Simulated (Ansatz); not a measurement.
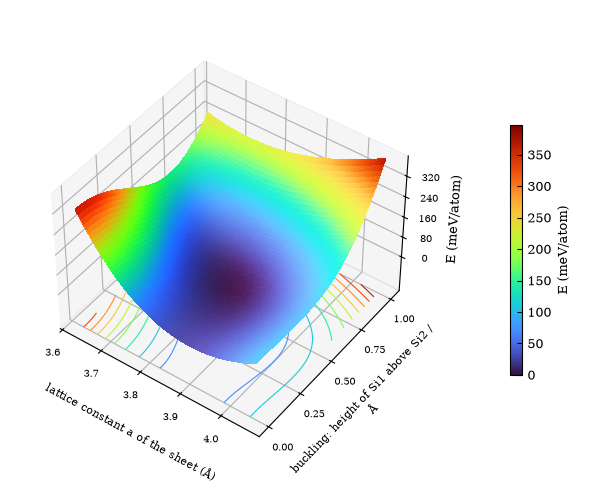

Energy landscape of a two-dimensional sheet of Si of the honeycomb type (2 atoms in the cell). The lattice constant and the buckling of a sheet are varied, nothing relaxed. The first coordinate is: lattice constant a of the sheet (both vectors scaled alike); the second: buckling: height of Si1 above Si2. The grid has 8 × 8 points. Points are written as (first, second). Energies are in meV/atom, from the lowest grid point. Method: Ansatz, DFT PBE, scalar-relativistic, plane waves, PAW. Settings: cutoff 420 eV, k-mesh 15×15×1, gaussian smearing 0.1 eV, no spin polarisation.

The picture shows a relief with its contours projected below. Between grid points the surface is interpolated. 

Question: Where are the wells?

Answer: The lowest grid point is at (3.875 Å, 0.429 Å). No other kind of well shows on this grid. The highest grid point, (4.061 Å, 1.000 Å), lies 397 meV/atom above the lowest.

The values on the grid:

| second ↓, first → | 3.626 | 3.688 | 3.750 | 3.813 | 3.875 | 3.937 | 3.999 | 4.061 |
| --- | --- | --- | --- | --- | --- | --- | --- | --- |
| 1.000 | 250 | 232 | 229 | 241 | 265 | 300 | 345 | 397 |
| 0.857 | 174 | 134 | 116 | 116 | 132 | 162 | 204 | 255 |
| 0.714 | 144 | 85 | 52 | 40 | 48 | 72 | 111 | 161 |
| 0.571 | 163 | 84 | 34 | 10 | 8 | 26 | 61 | 109 |
| 0.429 | 212 | 113 | 47 | 10 | 0 | 12 | 42 | 88 |
| 0.286 | 269 | 152 | 73 | 25 | 7 | 14 | 41 | 85 |
| 0.143 | 313 | 184 | 96 | 41 | 18 | 20 | 45 | 89 |
| 0.000 | 329 | 196 | 104 | 47 | 22 | 23 | 47 | 91 |

The whole map (64 points run) took 6.8 min on 1 thread of Arm Neoverse V1, with other jobs on the host.

PAW datasets: the set soft_1.
